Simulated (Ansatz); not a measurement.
# Be2H3I (built on the sites of a database entry of Sr2H3I): following an unstable mode, part 2 of 4

Which phase does Be2H3I (built on the sites of a database entry of Sr2H3I) fall into along its unstable mode, and how much energy does it gain?

Ansatz 0.2.0; DFT PBEsol, scalar-relativistic, plane waves, PAW.

So far, highest frequency on the path or at a solved wavevector (cm⁻¹): step 2 (the dispersion) 1602. Also lowest frequency on the path (cm⁻¹): step 2 -1040.

The structure was built from a prototype and need not be the compound's stable phase.

**4. The mode frozen in, largest atomic shift 0.6 Å**

The atoms are moved along the unstable eigenvector, the largest shift by 0.6 Å, with the cell fixed.

input.yaml reads:

```yaml
crystal:
  lattice:
    - [3.4536400321, 3.372e-06, 0.0]
    - [-1.7268229363, 2.9909383173, 0.0]
    - [0.0, 0.0, 5.6431505783]
  atoms:
    - { symbol: Be, position: [0.6775018249, 0.3610551709, 0.6240659027] }
    - { symbol: Be, position: [0.3441684916, 0.6943885043, 0.3759340973] }
    - { symbol: H, position: [-0.0777919579, -0.1990313359, 0.5] }
    - { symbol: H, position: [0.6109922335, 0.1908898583, 0.3657961977] }
    - { symbol: H, position: [0.2776589001, 0.5242231917, 0.6342038023] }
    - { symbol: I, position: [-3.65859e-05, -9.36052e-05, 0.0] }
kpoints:
  mp_grid: { grid: [12, 12, 6] }
hamiltonian:
  xc: pbesol
scf:
  occupations: { method: methfessel_paxton, width: 0.15 }
output:
  forces: true
  stress: true
  eigenvalues: true
```

The run is started by

```
ansatz run input.yaml --threads 4 --pin off --max-ram 7168MiB --backend cpu --events-out ev --progress --plain --runs-dir out
```

Numbers of over 12 decimals in the logs are rounded to 6 here.

The program printed:

```text
[...]
Crystal: 6 atoms, lattice volume = 58.292 Å³
Basis set: ecut = 420 eV, 1123 PW (Γ), exchange–correlation on 48×48×80 points (8 copies of the dense FFT grid, shifted against one another)
Bands: 18, of which v1, the nominal top of the filled ones, is band 12 counted from 1 (11 counted from 0)
Symmetry: 1 space group operations
[...]
k-points: 436 of 864 (time reversal used)
[...]
k-point 0: bands = [... 8 lower, 7.4158, 7.7047, 8.1333, 9.2316, 11.3197, 11.9856, 12.4382, 14.3221, ... 2 higher]
  k-point 1: bands = [... 8 lower, 6.9985, 7.7651, 8.1437, 9.0985, 11.2150, 11.5043, 13.2827, 14.1387, ... 2 higher]
  k-point 2: bands = [... 8 lower, 5.8267, 7.9312, 8.1671, 8.8455, 10.8858, 11.5485, 13.7466, 13.8199, ... 2 higher]
  k-point 435: bands = [... 8 lower, 1.4409, 5.4022, 6.3599, 6.4558, 8.8640, 10.8552, 11.7676, 12.2376, ... 2 higher]
[key lines of the parts left out:]
SCF converged after 7 iterations
Free energy (F): -7657.871168 eV
Fermi energy:    8.548152 eV
P = ⅓ Tr σ = 2.7812 GPa (27.812 kbar)
```

Elapsed: 10 s, on 4 threads of Arm Neoverse V1, shared host; peak memory 0.73 GiB.

This step gave:

```yaml
pressure: 2.781 GPa
energy_from_the_undistorted_cell: -155.2 meV/atom
```

The energy, extrapolated to zero smearing, is -155.24 meV/atom against the undistorted cell.

The run ends at a pressure of 2.78 GPa, with forces up to 1.1 eV/Å.

**5. Energy along the mode, all amplitudes (two of the runs are shown above)**

An imaginary frequency means negative curvature, so the energy should fall and then rise again as anharmonic terms take over.

This step gave:

| Item | Value |
| --- | --- |
| depth at the lowest point sampled | 155.2 meV/atom |
| largest atomic shift at that point | 0.6 Å |

Table of energy from the parent by largest atomic shift:

```
largest atomic shift (Å)  energy from the parent (meV/atom)
                   0.000                                  0
                   0.040                              -1.26
                   0.080                                 -5
                   0.140                              -14.9
                   0.220                              -35.1
                   0.320                              -67.8
                   0.450                               -114
                   0.600                               -155
```

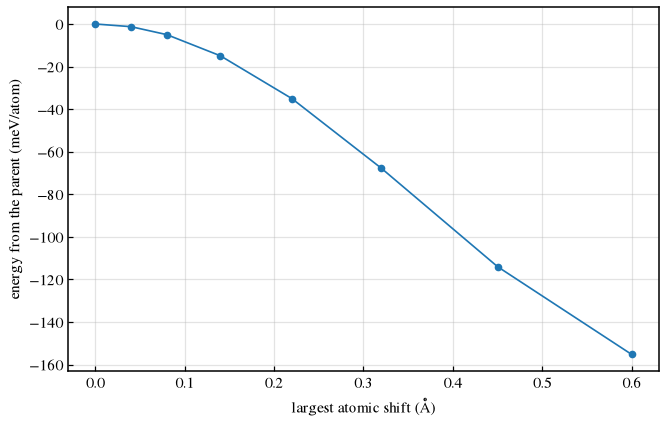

Energy from the parent, plotted against largest atomic shift.

Displacement at unit largest shift by atom:

```
atom   x (Å)   y (Å)  z (Å)   size
 Be1  -0.017   0.138  0.000  0.139
 Be2  -0.017   0.138  0.000  0.139
  H3   0.125  -0.992  0.000  1.000
  H4   0.089  -0.710  0.000  0.716
  H5   0.089  -0.710  0.000  0.716
  I6   0.000   0.000  0.000  0.000
```

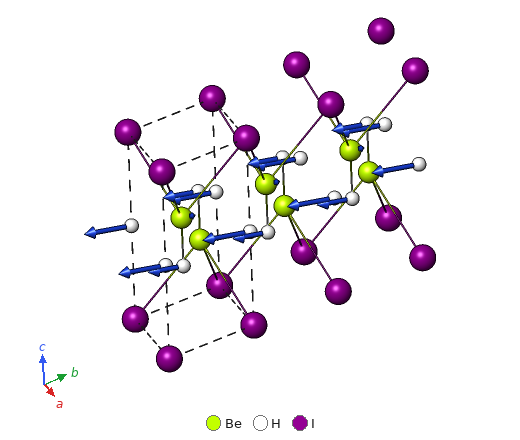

Displacement at unit largest shift as arrows, the longest 1.000 Å. Bonds to atoms that aren't drawn are left out. 1×3×1 cells are drawn. Some periodic images of atoms are drawn too.

The lowest of the steps tried is the last one, at 0.6 Å, 155 meV/atom below the parent; the bottom of the well need not coincide with a step.

**6. Relaxation from the frozen mode**

Starting from the lowest point found, all atoms and the cell are let go, so that strain and other modes of the same symmetry can join in.

input.yaml: that of step 4 with these lines changed.

```diff
@@ -22 +22,6 @@
   eigenvalues: true
+relax:
+  adjacent_minimum: "off"
+  f_tol: 0.002
+  max_steps: 120
+  cell: { stress_tol: 0.03 }
```

The program printed:

```text
[...]
Crystal: 6 atoms, lattice volume = 58.292 Å³
Basis set: ecut = 420 eV, 1123 PW (Γ), exchange–correlation on 48×48×80 points (8 copies of the dense FFT grid, shifted against one another)
Bands: 18, of which v1, the nominal top of the filled ones, is band 12 counted from 1 (11 counted from 0)
Symmetry: 1 space group operations
[...]
k-points: 436 of 864 (time reversal used)
[...]
SCF iter   1: F=—  HF=-7657.878285 eV  |F-HF|=—  |Δ(HF+E_count)|=         —  Δρ=4.14e-3  dr2=2.16e-2  ethr=1.77e-3  ⟨swp⟩=7.1  Hψ=45999  notcnv=0
[...]
SCF iter   7: F=-7657.871168 eV  HF=-7657.871168 eV  |F-HF|=1.61e-8  |Δ(HF+E_count)|=   6.50e-8  S|Δr|=    0.00e0  Δρ=5.14e-6  dr2=2.36e-8  ethr=4.17e-10  ⟨swp⟩=9.8  Hψ=37933  notcnv=0
SCF 1 converged in 7 iterations: F = -7657.871168 eV  dr2 = 2.36e-8
[...]
relax step   1: F+E_penalty+E_count = -7657.87116797 eV  Δ(F+E_penalty+E_count) = +0.000e0 eV  max|allowed force component| = 9.038e-1 eV/Å  Δτ_max = 0.0000 Å  P = +2.781 GPa  Ω = 58.292 Å³  (7 SCF iters, dr2 threshold 1.00e-7 eV, accepted)
Crystal: 6 atoms, lattice volume = 61.515 Å³
Basis set: ecut = 420 eV, 1183 PW (Γ), exchange–correlation on 48×48×80 points (8 copies of the dense FFT grid, shifted against one another)
[...]
SCF iter   6: F=-7658.387985 eV  HF=-7658.387985 eV  |F-HF|=2.06e-7  |Δ(HF+E_count)|=   1.67e-6  S|Δr|=    0.00e0  Δρ=1.75e-5  dr2=3.55e-7  ethr=2.50e-9  ⟨swp⟩=4.8  Hψ=42363  notcnv=0
SCF 2 converged in 6 iterations: F = -7658.387985 eV  dr2 = 3.55e-7
relax step   2: F+E_penalty+E_count = -7658.38798459 eV  Δ(F+E_penalty+E_count) = -5.168e-1 eV  max|allowed force component| = 7.931e-1 eV/Å  Δτ_max = 0.0969 Å  P = +0.765 GPa  Ω = 61.515 Å³  energy of the carried Pulay correction = -2.176e-3 eV  (6 SCF iters, dr2 threshold 6.00e-7 eV, accepted)
Crystal: 6 atoms, lattice volume = 63.395 Å³
Basis set: ecut = 420 eV, 1231 PW (Γ), exchange–correlation on 48×48×80 points (8 copies of the dense FFT grid, shifted against one another)
[...]
SCF iter   6: F=-7659.026277 eV  HF=-7659.026277 eV  |F-HF|=3.06e-9  |Δ(HF+E_count)|=   1.11e-8  S|Δr|=    0.00e0  Δρ=6.28e-6  dr2=2.62e-8  ethr=2.50e-9  ⟨swp⟩=6.1  Hψ=36574  notcnv=0
SCF 3 converged in 6 iterations: F = -7659.026277 eV  dr2 = 2.62e-8
relax step   3: F+E_penalty+E_count = -7659.02627657 eV  Δ(F+E_penalty+E_count) = -6.383e-1 eV  max|allowed force component| = 6.645e-1 eV/Å  Δτ_max = 0.1592 Å  P = +2.582 GPa  Ω = 63.395 Å³  energy of the carried Pulay correction = -3.392e-3 eV  (6 SCF iters, dr2 threshold 6.00e-7 eV, accepted)
[... from here on, the SCF cycles and remarks between the steps are left out ...]
relax step   4: F+E_penalty+E_count = -7659.44490444 eV  Δ(F+E_penalty+E_count) = -4.186e-1 eV  max|allowed force component| = 5.097e-1 eV/Å  Δτ_max = 0.1921 Å  P = +3.625 GPa  Ω = 65.505 Å³  energy of the carried Pulay correction = -4.713e-3 eV  (6 SCF iters, dr2 threshold 6.00e-7 eV, accepted)
relax step   5: F+E_penalty+E_count = -7659.75117087 eV  Δ(F+E_penalty+E_count) = -3.063e-1 eV  max|allowed force component| = 3.751e-1 eV/Å  Δτ_max = 0.1906 Å  P = +2.907 GPa  Ω = 69.597 Å³  energy of the carried Pulay correction = -7.152e-3 eV  (6 SCF iters, dr2 threshold 6.00e-7 eV, accepted)
relax step   6: F+E_penalty+E_count = -7659.97892893 eV  Δ(F+E_penalty+E_count) = -2.278e-1 eV  max|allowed force component| = 2.466e-1 eV/Å  Δτ_max = 0.1475 Å  P = +0.748 GPa  Ω = 73.798 Å³  energy of the carried Pulay correction = -9.500e-3 eV  (6 SCF iters, dr2 threshold 6.00e-7 eV, accepted)
relax step   7: F+E_penalty+E_count = -7660.13593899 eV  Δ(F+E_penalty+E_count) = -1.570e-1 eV  max|allowed force component| = 1.989e-1 eV/Å  Δτ_max = 0.1148 Å  P = +1.246 GPa  Ω = 74.498 Å³  energy of the carried Pulay correction = -9.878e-3 eV  (6 SCF iters, dr2 threshold 6.00e-7 eV, accepted)
relax step   8: F+E_penalty+E_count = -7660.22819580 eV  Δ(F+E_penalty+E_count) = -9.226e-2 eV  max|allowed force component| = 2.130e-1 eV/Å  Δτ_max = 0.0699 Å  P = +0.612 GPa  Ω = 76.273 Å³  energy of the carried Pulay correction = -1.082e-2 eV  (6 SCF iters, dr2 threshold 6.00e-7 eV, accepted)
relax step   9: F+E_penalty+E_count = -7660.31581460 eV  Δ(F+E_penalty+E_count) = -8.762e-2 eV  max|allowed force component| = 1.594e-1 eV/Å  Δτ_max = 0.2000 Å  P = -0.075 GPa  Ω = 77.299 Å³  energy of the carried Pulay correction = -1.135e-2 eV  (6 SCF iters, dr2 threshold 6.00e-7 eV, accepted)
relax step  10: F+E_penalty+E_count = -7660.42029755 eV  Δ(F+E_penalty+E_count) = -1.045e-1 eV  max|allowed force component| = 2.004e-1 eV/Å  Δτ_max = 0.1946 Å  P = -0.473 GPa  Ω = 76.181 Å³  energy of the carried Pulay correction = -1.077e-2 eV  (6 SCF iters, dr2 threshold 6.00e-7 eV, accepted)
relax step  11: F+E_penalty+E_count = -7660.50943362 eV  Δ(F+E_penalty+E_count) = -8.914e-2 eV  max|allowed force component| = 3.695e-1 eV/Å  Δτ_max = 0.1951 Å  P = +0.001 GPa  Ω = 73.471 Å³  energy of the carried Pulay correction = -9.323e-3 eV  (6 SCF iters, dr2 threshold 6.00e-7 eV, accepted)
relax step  12: F+E_penalty+E_count = -7660.58314838 eV  Δ(F+E_penalty+E_count) = -7.371e-2 eV  max|allowed force component| = 2.758e-1 eV/Å  Δτ_max = 0.2000 Å  P = -0.271 GPa  Ω = 72.027 Å³  energy of the carried Pulay correction = -8.528e-3 eV  (6 SCF iters, dr2 threshold 6.00e-7 eV, accepted)
relax step  13: F+E_penalty+E_count = -7660.59449885 eV  Δ(F+E_penalty+E_count) = -1.135e-2 eV  max|allowed force component| = 1.431e-1 eV/Å  Δτ_max = 0.0980 Å  P = +0.487 GPa  Ω = 70.667 Å³  energy of the carried Pulay correction = -7.764e-3 eV  (6 SCF iters, dr2 threshold 6.00e-7 eV, accepted)
relax step  14: F+E_penalty+E_count = -7660.59595686 eV  Δ(F+E_penalty+E_count) = -1.458e-3 eV  max|allowed force component| = 1.846e-1 eV/Å  Δτ_max = 0.0732 Å  P = +0.032 GPa  Ω = 70.722 Å³  energy of the carried Pulay correction = -7.795e-3 eV  (5 SCF iters, dr2 threshold 6.00e-7 eV, accepted)
relax step  15: F+E_penalty+E_count = -7660.60234077 eV  Δ(F+E_penalty+E_count) = -6.384e-3 eV  max|allowed force component| = 1.391e-2 eV/Å  Δτ_max = 0.0399 Å  P = +0.141 GPa  Ω = 70.775 Å³  energy of the carried Pulay correction = -7.825e-3 eV  (5 SCF iters, dr2 threshold 6.00e-7 eV, accepted)
relax step  16: F+E_penalty+E_count = -7660.60174824 eV  Δ(F+E_penalty+E_count) = +5.925e-4 eV  max|allowed force component| = 3.977e-2 eV/Å  Δτ_max = 0.0515 Å  P = +0.040 GPa  Ω = 71.045 Å³  energy of the carried Pulay correction = -7.978e-3 eV  (5 SCF iters, dr2 threshold 3.15e-7 eV, rejected (line search))
relax step  17: F+E_penalty+E_count = -7660.60265725 eV  Δ(F+E_penalty+E_count) = -3.165e-4 eV  max|allowed force component| = 3.282e-3 eV/Å  Δτ_max = 0.0159 Å  P = +0.000 GPa  Ω = 71.075 Å³  energy of the carried Pulay correction = -7.995e-3 eV  (8 SCF iters, accepted)
relax step  18: F+E_penalty+E_count = -7660.60267234 eV  Δ(F+E_penalty+E_count) = -1.509e-5 eV  max|allowed force component| = 1.699e-3 eV/Å  Δτ_max = 0.0011 Å  P = +0.001 GPa  Ω = 71.061 Å³  energy of the carried Pulay correction = -7.987e-3 eV  (5 SCF iters, dr2 threshold 6.73e-10 eV, accepted)
relax step  19: F+E_penalty+E_count = -7660.70579781 eV  Δ(F+E_penalty+E_count) = -1.031e-1 eV  max|allowed force component| = 6.333e-3 eV/Å  Δτ_max = 0.0000 Å  P = +1.668 GPa  Ω = 71.061 Å³  stress off target by 3.46e0 GPa  SCF on the basis re-selected at this cell (its energy is not comparable with the rows above)  (8 SCF iters)
relax step  20: F+E_penalty+E_count = -7660.73296610 eV  Δ(F+E_penalty+E_count) = -2.717e-2 eV  max|allowed force component| = 2.152e-2 eV/Å  Δτ_max = 0.0320 Å  P = +0.821 GPa  Ω = 73.413 Å³  energy of the carried Pulay correction = -1.468e-3 eV  (6 SCF iters, dr2 threshold 6.00e-7 eV, accepted)
relax step  21: F+E_penalty+E_count = -7660.75017966 eV  Δ(F+E_penalty+E_count) = -1.721e-2 eV  max|allowed force component| = 2.753e-2 eV/Å  Δτ_max = 0.0438 Å  P = +0.298 GPa  Ω = 75.290 Å³  energy of the carried Pulay correction = -2.779e-3 eV  (6 SCF iters, dr2 threshold 6.00e-7 eV, accepted)
relax step  22: F+E_penalty+E_count = -7660.75096743 eV  Δ(F+E_penalty+E_count) = -7.878e-4 eV  max|allowed force component| = 6.933e-3 eV/Å  Δτ_max = 0.0190 Å  P = -0.032 GPa  Ω = 76.132 Å³  energy of the carried Pulay correction = -3.410e-3 eV  (5 SCF iters, dr2 threshold 6.00e-7 eV, accepted)
relax step  23: F+E_penalty+E_count = -7660.75105715 eV  Δ(F+E_penalty+E_count) = -8.972e-5 eV  max|allowed force component| = 4.203e-3 eV/Å  Δτ_max = 0.0025 Å  P = +0.006 GPa  Ω = 76.053 Å³  energy of the carried Pulay correction = -3.349e-3 eV  (5 SCF iters, dr2 threshold 1.06e-8 eV, accepted)
relax step  24: F+E_penalty+E_count = -7660.75106604 eV  Δ(F+E_penalty+E_count) = -8.888e-6 eV  max|allowed force component| = 6.329e-4 eV/Å  Δτ_max = 0.0009 Å  P = +0.001 GPa  Ω = 76.046 Å³  energy of the carried Pulay correction = -3.343e-3 eV  (5 SCF iters, dr2 threshold 1.10e-9 eV, accepted)
Basis set: ecut = 420 eV, 1487 PW (Γ), exchange–correlation on 60×60×80 points (8 copies of the dense FFT grid, shifted against one another)
[...]
SCF iter   7: F=-7660.754809 eV  HF=-7660.754809 eV  |F-HF|=1.12e-10  |Δ(HF+E_count)|=  8.73e-11  S|Δr|=    0.00e0  Δρ=2.14e-7  dr2=1.19e-11  ethr=1.00e-12  ⟨swp⟩=5.5  Hψ=44306  notcnv=0
SCF 25 converged in 7 iterations: F = -7660.754809 eV  dr2 = 1.19e-11
relax step  25: F+E_penalty+E_count = -7660.75480899 eV  Δ(F+E_penalty+E_count) = -3.743e-3 eV  max|allowed force component| = 6.206e-4 eV/Å  Δτ_max = 0.0000 Å  P = -0.001 GPa  Ω = 76.046 Å³  stress off target by 2.86e-2 GPa  SCF on the basis re-selected at this cell (its energy is not comparable with the rows above)  (7 SCF iters)
[...]
SCF converged after 7 iterations
[...]
Free energy (F): -7660.754809 eV
[...]
Internal energy: -7660.754809 eV  (E = F + TS)
E sigma→0 (E₀):  -7660.754809 eV
Fermi energy:    5.222004 eV
[...]
--- Forces (eV/Å), atoms counted from 1 ---
  atom   1  Be     0.00058791     0.00000315     0.00030714
  atom   2  Be     0.00042671     0.00062055     0.00017393
  atom   3  H     -0.00042899    -0.00018414    -0.00018880
  atom   4  H     -0.00043056    -0.00012112    -0.00030470
  atom   5  H      0.00013535     0.00019639    -0.00023974
  atom   6  I     -0.00029045    -0.00051490     0.00025368
  max |Σ_I F_I| component: 1.52e-6 eV/Å
--- Stress (GPa, compression-positive) ---
        0.011605      -0.002445      -0.024700
       -0.002435      -0.005815      -0.006075
       -0.024698      -0.006077      -0.007582
  P = ⅓ Tr σ = -0.0006 GPa (-0.006 kbar)
--- Band table (eV; the first three rows and the last of 436) ---
  k-point 0: bands = [... 8 lower, 1.1325, 1.5729, 3.0108, 3.3629, 7.5738, 8.8005, 9.4375, 9.4931, ... 2 higher]
  k-point 1: bands = [... 8 lower, 1.1425, 1.5893, 3.0046, 3.3963, 7.7559, 8.6297, 9.2024, 9.6806, ... 2 higher]
  k-point 2: bands = [... 8 lower, 1.2088, 1.8737, 2.9907, 3.4790, 7.8070, 8.2038, 8.5702, 9.9471, ... 2 higher]
  k-point 435: bands = [... 8 lower, 0.3505, 0.7662, 2.3716, 2.4489, 7.6431, 9.1989, 9.3427, 10.6459, ... 2 higher]
--- Relaxed structure (23 steps of the walk, 22 accepted, 2 SCFs on fresh bases) ---
  F+E_penalty+E_count = -7660.75480899 eV   max|allowed force component| = 6.206e-4 eV/Å   (the final SCF, on the basis selected at the relaxed cell)
  cell:  # Å, volume = 76.0457 Å³
    - [4.088156, -0.078654, -0.762337]
    - [-2.112201, 3.584028, 0.072817]
    - [-1.245637, -0.581782, 5.536788]
  atoms:
    - { symbol: Be, position: [0.669562, 0.518014, 0.581012] }
    - { symbol: Be, position: [0.230618, 0.795120, 0.419032] }
    - { symbol: H, position: [-0.157165, -0.283802, 0.405269] }
    - { symbol: H, position: [0.604323, 0.144030, 0.594595] }
    - { symbol: H, position: [0.273667, 0.480210, 0.500189] }
    - { symbol: I, position: [0.211487, -0.082141, -9.66716270742185e-5] }
```

The job ended after 5.9 min (4 threads; peak memory 0.99 GiB).

The steps of the relaxation (22 of 25):

```
step  energy less that of the first step (eV)  largest force component (eV/Å)  pressure (GPa)  volume (Å³)
   1                                   0.0000                          0.9038            2.78        58.29
   2                                  -0.5168                          0.7931            0.77        61.52
   3                                  -1.1551                          0.6645            2.58        63.39
   4                                  -1.5737                          0.5097            3.62        65.51
   6                                  -2.1078                          0.2466            0.75        73.80
   7                                  -2.2648                          0.1989            1.25        74.50
   8                                  -2.3570                          0.2130            0.61        76.27
   9                                  -2.4446                          0.1594           -0.08        77.30
  10                                  -2.5491                          0.2004           -0.47        76.18
  11                                  -2.6383                          0.3695            0.00        73.47
  12                                  -2.7120                          0.2758           -0.27        72.03
  14                                  -2.7248                          0.1846            0.03        70.72
  15                                  -2.7312                          0.0139            0.14        70.77
  16                                  -2.7306                          0.0398            0.04        71.05
  17                                  -2.7315                          0.0033            0.00        71.07
  18                                  -2.7315                          0.0017            0.00        71.06
 19*                                  -2.8346                          0.0063            1.67        71.06
  20                                  -2.8618                          0.0215            0.82        73.41
  22                                  -2.8798                          0.0069           -0.03        76.13
  23                                  -2.8799                          0.0042            0.01        76.05
  24                                  -2.8799                          0.0006            0.00        76.05
 25*                                  -2.8836                          0.0006            0.00        76.05
```

Relaxation steps marked * repeat the geometry before them on a plane-wave basis chosen anew for their cell, so energy and pressure can jump there. Other such steps can lie between the rows shown. Relaxation step 16 was tried and not accepted.

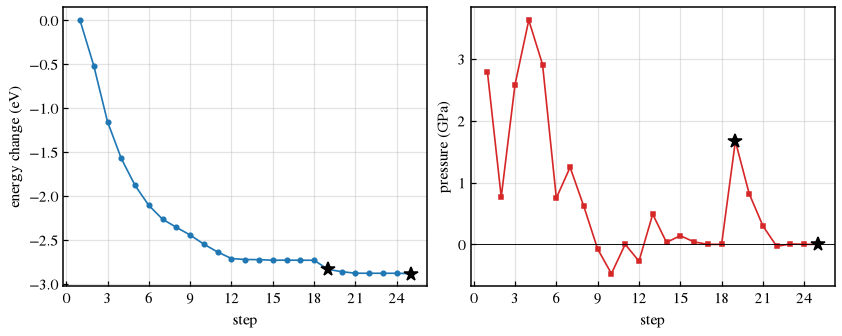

Energy and pressure along the relaxation. Stars mark steps on a basis chosen anew.

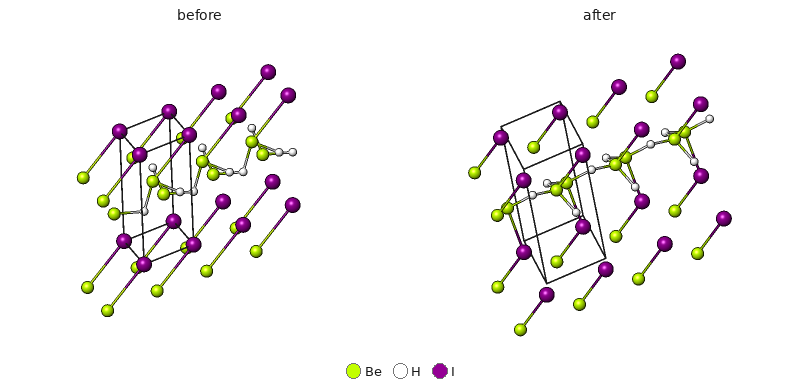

Before and after, at one scale.

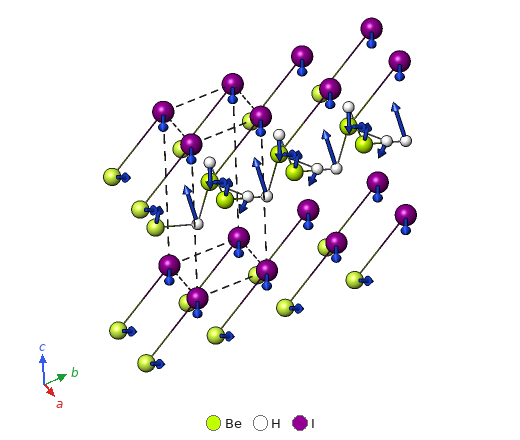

Displacements in the relaxation, scaled, measured against the changing cell; the longest in the cell stands for 1.32 Å. 1×3×1 cells are drawn. Some periodic images of atoms are drawn too.

```
     cell as run  before   after   change
           a (Å)   3.454   4.159  +20.4 %
           b (Å)   3.454   4.161  +20.5 %
           c (Å)   5.643   5.705   +1.1 %
           α (°)   90.00   87.71   -2.5 %
           β (°)   90.00  112.99  +25.5 %
           γ (°)  120.00  121.23   +1.0 %
volume (Å³/atom)    9.72   12.67  +30.5 %
```

The atoms that moved most (Å, as changes of fractional coordinates times the final cell):

```
atom      dx      dy      dz  length
  H4  -0.213  -0.301   1.268   1.321
  I6   1.038  -0.311  -0.168   1.097
 Be2  -0.731   0.345   0.333   0.874
  H5   0.244  -0.079  -0.742   0.785
 Be1  -0.310   0.588  -0.221   0.701
  H3  -0.027  -0.242  -0.470   0.530
```

Final coordinates:

```xyz
6
Lattice="4.0882 -0.0787 -0.7623 -2.1122 3.5840 0.0728 -1.2456 -0.5818 5.5368" Properties=species:S:1:pos:R:3 pbc="T T T"
Be    0.9194    1.4659    2.7442
Be   -1.2586    2.5878    2.2022
H    -0.5479   -1.2406    2.3430
H     1.4257    0.1228    2.8419
H    -0.5186    1.4086    2.5958
I     1.0382   -0.3110   -0.1677
```

This step gave:

| Quantity | Value |
| --- | --- |
| pressure | -5.97e-4 GPa |
| gap on the k-mesh | 3.340 eV |
| volume per atom | 12.67 Å³ |

The distorted start has space group P1; the relaxation ends in C2.

(Continued in part 3 of 4.)

[Logs are printed without paths, hosts, clocks, repeated set-up lines and the standing remarks that a program may print on its own settings, such as how far it seeks lower states.]

[Hosts, paths, dates, database ids (printed as entryN), source tags and the programs' standing remarks are cut or masked in the printed files.]
